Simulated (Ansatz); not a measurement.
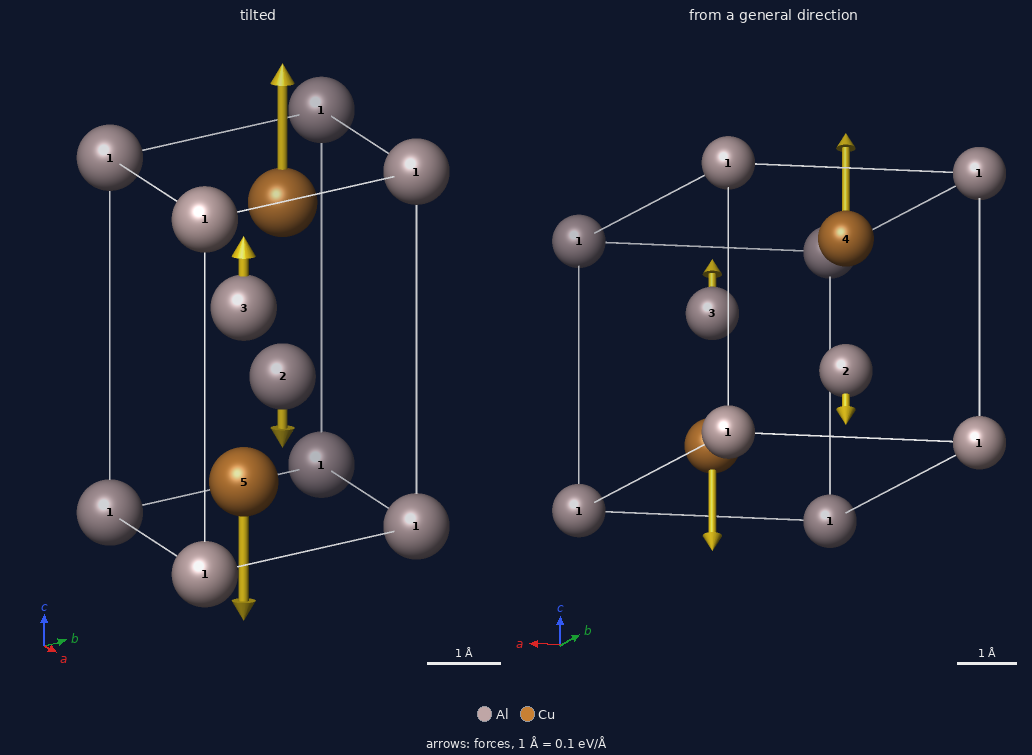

We look at a spheres-only model of the crystal slightly off an axis and from a general direction. Lines trace the edges of the simulation cell. The arrows are the computed forces on the atoms.

System: Al3Cu2. Computational set-up: DFT PBEsol, scalar-relativistic, plane waves, PAW (Ansatz), plane waves to 420 eV, a 12×12×10 k-point grid, Gaussian smearing of 0.15 eV, no spin polarisation.

Judging by the arrows, is the geometry relaxed?

Answer. No. The atoms still feel forces of up to about 0.15 eV/Å, above a usual threshold of 0.01 to 0.03 eV/Å.

Name the atom under the greatest force.

Answer. Cu4 and Cu5, about 0.15 eV/Å.

Starting structure: a structure listed in the Materials Project. The cell was then strained or its atoms displaced on purpose. A calculation with Ansatz used it as input.
